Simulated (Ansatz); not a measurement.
System: Hf (slab).

```
Hf
1.0
     6.34235    0.00000    0.00000
     0.00000    5.01676    0.00000
     0.00000    0.00000   22.21652
Hf
8
Direct
  0.00000 0.75000 0.18005
  0.50000 0.75000 0.18005
  0.25000 0.25000 0.22125
  0.75000 0.25000 0.22125
  0.25000 0.75000 0.29581
  0.75000 0.75000 0.29581
  0.00000 0.25000 0.33608
  0.50000 0.25000 0.33608
```

All numbers below come from Ansatz, DFT PBE+D3(BJ), scalar-relativistic, plane waves, PAW.

Predict the valence pseudo-density and electron localisation function between the atoms.

Hf–Hf (3.00 Å): the density is about 0.24 e/Å³ at the midpoint; the ELF is about 0.25 at the midpoint: no shared electron pair shows on this line.
Hf–Hf (3.17 Å): the density is about 0.2 e/Å³ at the midpoint; the ELF is about 0.30 at the midpoint.

Does the calculation make it a metal, or give it a gap?

It is metallic or semimetallic at this level of theory: no gap opens.

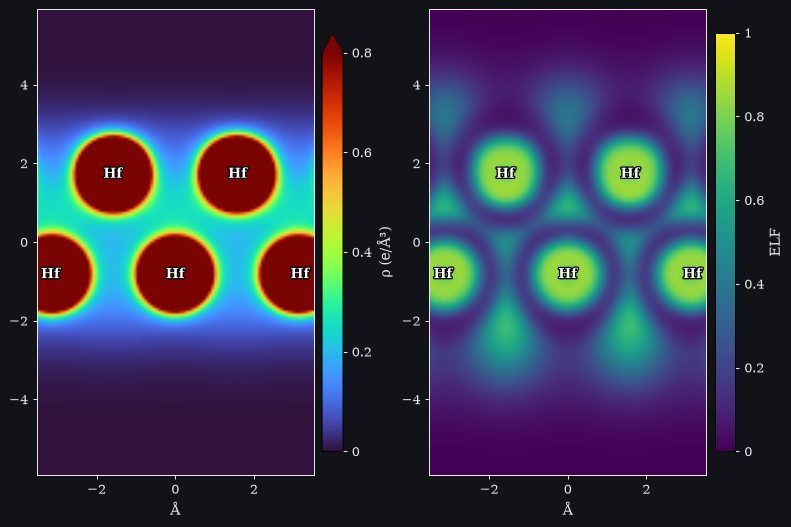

Computed valence pseudo-density and electron localisation function on the (010) plane of the calculation cell, a cut from vacuum to vacuum, in this order. 

Core electrons are frozen (PAW), and the valence fields are smoothed inside the atomic spheres.
